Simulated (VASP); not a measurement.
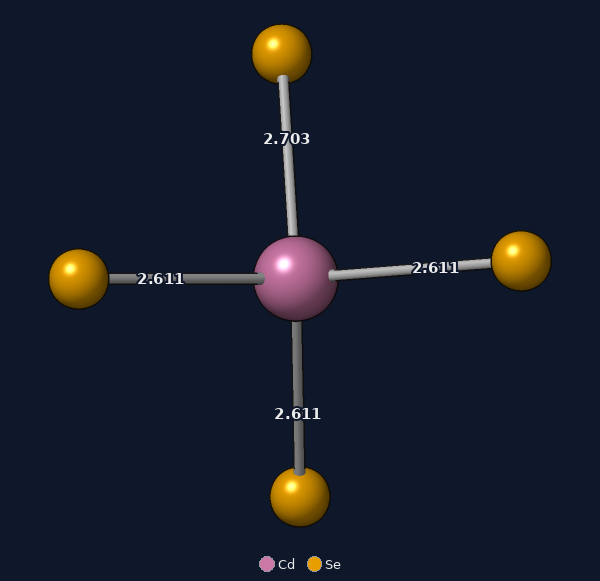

The surroundings of site Cd1 (at 0.667, 0.333, 0.500) in CdSe (P6_3mc), with bond lengths in Å.

The cell is taken from an entry of the Crystallography Open Database, as set up for an electronic-structure calculation.

```
CELL_PARAMETERS angstrom
4.30000 0.00000 0.00000
-2.15000 3.72391 0.00000
0.00000 0.00000 7.02000
ATOMIC_POSITIONS crystal
Cd 0.66667 0.33333 0.50000
Cd 0.33333 0.66667 0.00000
Se 0.66667 0.33333 0.88500
Se 0.33333 0.66667 0.38500
```

Bond valence s = exp((R0 − d)/b), R0 fitted to published crystal structures with b = 0.37 Å; R0 in Å: Cd2+–Se 2.372.

**Calculate the bond-valence sum of Cd1 from the bonds drawn.**

3 × 0.524 + 1 × 0.409 = 1.98 v.u., against a formal valence of 2: a close match.

**And over the whole structure?**

| site | x, y, z | formal valence | bond-valence sum | difference |
| --- | --- | --- | --- | --- |
| Cd1 | 0.667, 0.333, 0.500 | +2 | 1.99 | -0.01 |
| Se1 | 0.667, 0.333, 0.885 | −2 | 1.99 | -0.01 |

These sums include all anions within 5 Å. The global instability index (root mean square of the differences over all atoms) is 0.01 v.u.: little strain. The cell was not relaxed for this table, and a volume that is off by a few per cent shifts all sums together.
